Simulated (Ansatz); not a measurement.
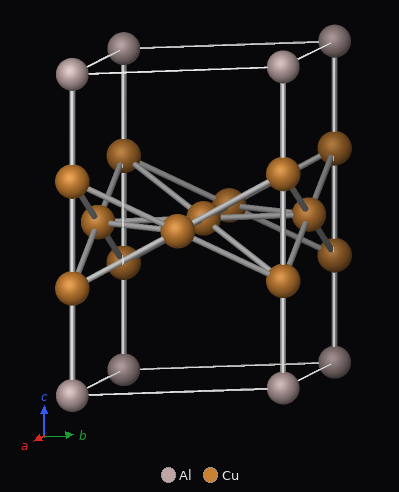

Ball-and-stick drawing of the structure, looking slightly off an axis. Thin lines show the conventional unit cell, with boundary atoms drawn in all their periodic places. Cell: a = 4.72 Å, b = 4.72 Å, c = 6.95 Å, α = 90.00°, β = 90.00°, γ = 120.00°.

The structure comes from a random cell made by a generator, so it need not be a real form of the compound. Earlier steps of the study, as a rule a relaxation of our own, may have changed the cell and positions, so they can lie some per cent off the listed ones. It went into a calculation with Ansatz.

**Give a description of the structure.**

The material is AlCu$_{5}$. The lattice is primitive hexagonal and the space group P6/mmm (No. 191). It has 6 atoms to the cell (1 Al, 5 Cu). Numbers of contacts at bonding distance: Al 2 and Cu 8.

Setup: DFT PBE, scalar-relativistic, plane waves, PAW in Ansatz; 420 eV cutoff, Brillouin-zone sampling on a 12×12×6 mesh, Gaussian smearing of 0.1 eV, no spin polarisation.

**How large a gap does the method give, if there is one?**

A metal: bands cross the Fermi level.

**What net charge does each kind of atom have (Bader)?**

Al +1.02 e; Cu -0.45 to -0.04 e.

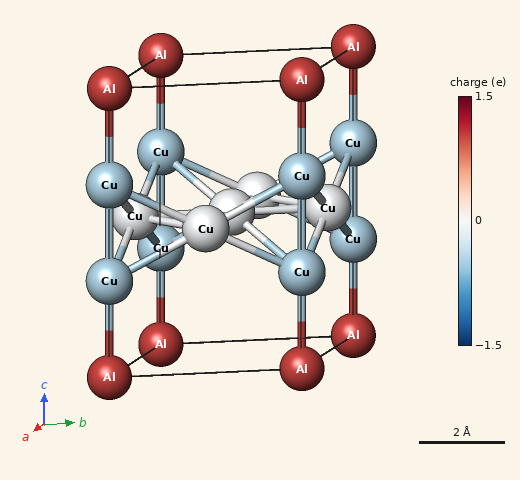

The atoms coloured by those charges. The run's cell of 6 atoms is drawn.

**Is this the optimised geometry for these settings?**

Yes. All forces vanish to within 0.01 eV/Å. The pressure is 0.0 GPa, close to zero.
